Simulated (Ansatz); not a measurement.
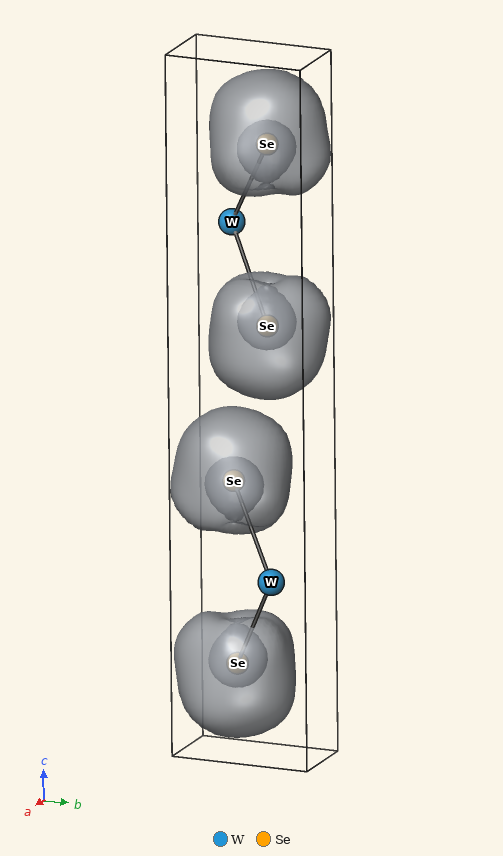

Figure. WSe2. Isosurface of the electron localisation function at 0.65 (grey), seen slightly off an axis. Only the valence region is drawn (cores and ρ < 0.01 e/Å³ removed). Sticks mark near contacts.

Space group P1; changed on purpose from its base cell (all atoms moved at random, sigma 0.02 A a component, cell strained at random, sigma 0.03); not relaxed (largest force 1.8 eV/Å); computed pressure about −9 GPa in this cell.

Computed with DFT LDA, scalar-relativistic, plane waves, PAW in Ansatz.

Core electrons are frozen (PAW), and the valence fields are smoothed inside the atomic spheres.

```yaml
crystal:
  lattice:
    - [-1.65305, -2.83734, 0.09160]
    - [1.66432, -2.84384, 0.02631]
    - [-0.25767, -0.26863, 13.39676]
  atoms:
    - { symbol: W, position: [0.66358, 0.67127, 0.25285] }
    - { symbol: W, position: [0.33842, 0.32983, 0.74998] }
    - { symbol: Se, position: [0.67299, 0.66414, 0.61859] }
    - { symbol: Se, position: [0.33120, 0.33854, 0.12034] }
    - { symbol: Se, position: [0.64737, 0.66941, 0.87726] }
    - { symbol: Se, position: [0.34645, 0.32682, 0.38099] }
```

What do the ELF domains correspond to?

Answer. At this value the surface marks out four regions wrapped around Se (the valence shell of each), counted in one cell of 6 atoms. Regions shared between cells count once. Profiles from the grid: W–Se (2.50 Å): the ELF is about 0.55 at the midpoint. W–Se (2.54 Å): the ELF is about 0.55 at the midpoint.
